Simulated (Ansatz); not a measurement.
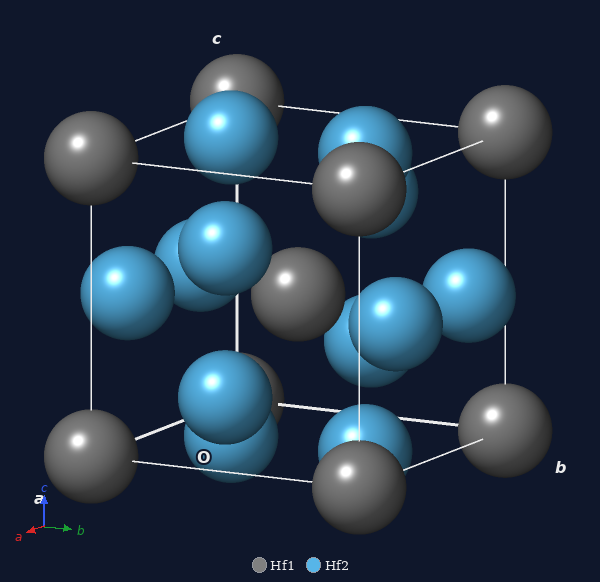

One unit cell; atoms that symmetry makes equivalent share a colour (atoms on faces, edges and corners are repeated). Crystal: Hf, coordinates from a relaxation with Ansatz, DFT, PBE, plane waves (420 eV) with PAW, scalar-relativistic; the starting structure was generated, so it need not be a known form of this composition. The drawing is computed from the coordinates (standard cell, symmetry found to 0.002 Å).

a = 5.654 Å, b = 5.654 Å, c = 5.654 Å, α = 90.00°, β = 90.00°, γ = 90.00°; space group Pm-3n (No. 223).

One atom of each site: Hf1 (0, 0, 0); Hf2 (1/4, 0, 1/2).

Give the multiplicity, Wyckoff letter and site symmetry of each site.

| site | Wyckoff | symmetry |
| --- | --- | --- |
| Hf1 | 2a | m-3. |
| Hf2 | 6c | -4m.2 |

How many free positional parameters does the structure have?

0: Hf1 0, Hf2 0.
